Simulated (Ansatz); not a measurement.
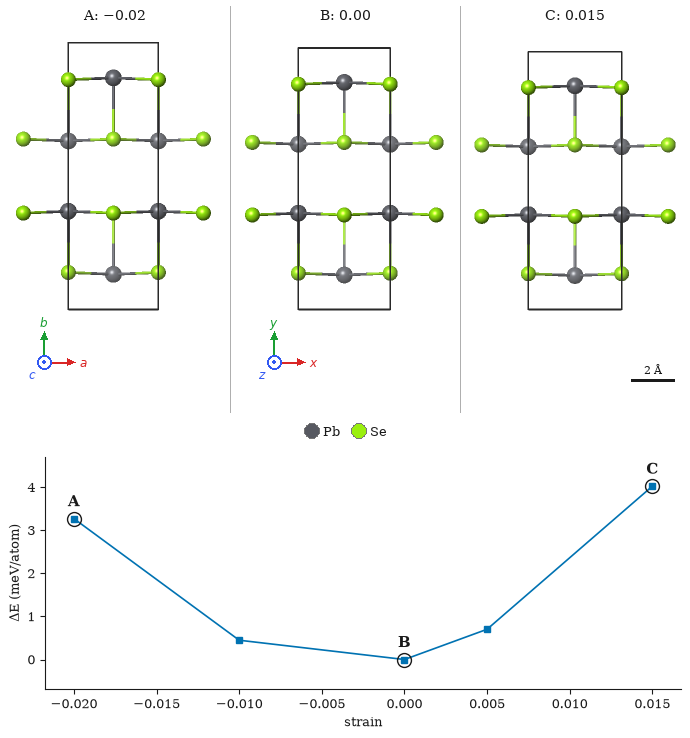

A crystal of PbSe (Cmcm): the cell is strained along x and oppositely along y, with the atoms kept at their fractional coordinates. x, y and z are the Cartesian axes of the input. The lettered frames are marked on the plot. The picture is a ball-and-stick view of the conventional cell (2 times the calculation's cell), repeated 1 × 1 × 1 with one cell outlined, seen along the c axis. Lengths and directions refer to the drawn axes.

These are results of DFT LDA, scalar-relativistic, plane waves, PAW in Ansatz 0.2.0, not measurements. Settings: plane-wave cutoff 420 eV; k-point mesh 8 × 8 × 6; occupations gaussian; smearing width 0.05 eV; no spin polarisation. Energies (free energies at the smearing named) are counted from the cell as listed in its source, which wasn't relaxed.

> What does the scan show?

The lowest computed point lies at the strain 0.00 (0.00 meV/atom). The end points stand at 3.27 meV/atom (−0.02) and 4.02 meV/atom (0.015). The unrelaxed reference is under a pressure of −3.3 GPa. The distortion keeps the space group Cmcm. At the strain −0.02 the cell of the drawing goes a 4.310 → 4.224 Å, b 12.268 → 12.513 Å.
